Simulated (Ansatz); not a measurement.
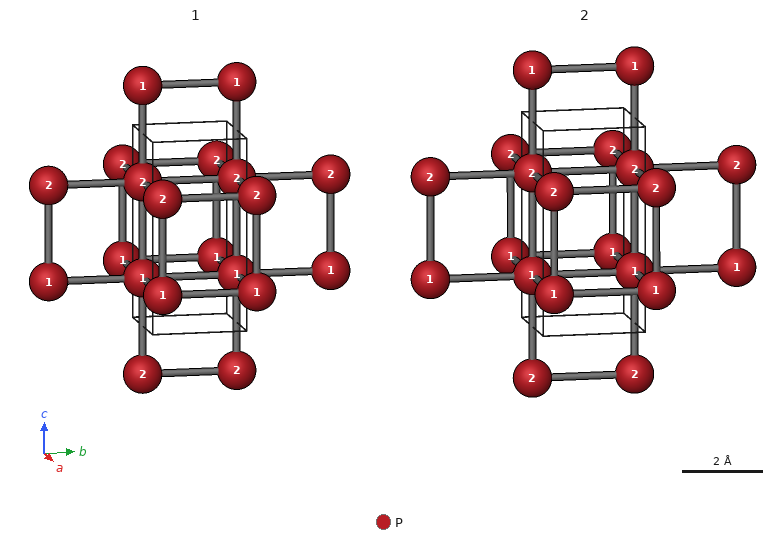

Two geometries of crystalline P (a generated structure, set up in Pmma) (coarse preliminary run), drawn at one scale. One is the start of a relaxation, the other its converged end. Style: ball-and-stick. Shown: the cell of the calculation, slightly off an axis.

Method: DFT PBE, scalar-relativistic, plane waves, PAW (Ansatz). Set-up: plane-wave cutoff 420 eV; k-point mesh 8 × 8 × 4; occupations gaussian; smearing width 0.1 eV; no spin polarisation; cell and atoms relaxed; force threshold 0.05 eV/Å; at most 60 steps.

Which one is relaxed?

Answer. Structure 1 is the relaxed one. Case: Bi → P on all its sites, cell and atoms relaxed. The atoms keep their places relative to the cell (all moves are under 0.005 Å). Cell: a 2.638 → 2.430 Å (−7.9 %), b 2.637 → 2.430 Å (−7.9 %), c 5.280 → 4.948 Å (−6.3 %). Volume −20.4 %. Some distances before and after: P1–P1 2.638 → 2.430 Å, P1–P2 2.640 → 2.474 Å. The space group (tolerance 0.01 Å) goes from Pm-3m (No. 221) to P4/mmm (No. 123). After 4 accepted moves (7 points after the start) the energy has fallen by 221 meV per atom. Largest force component: 0.0022 eV/Å at the start, under 0.0001 eV/Å at the end. The pressure goes from −13.97 to −0.16 GPa. The line search rejected the trial steps at points 2, 5 of the run. The SCF was repeated once at an unchanged geometry on a basis and grid sized afresh for the cell, which shifted the energy by 0.2 meV per atom at most. Cost: 15 s on 1 thread of Arm Neoverse V1, with other jobs on the host, peak memory 0.3 GiB.
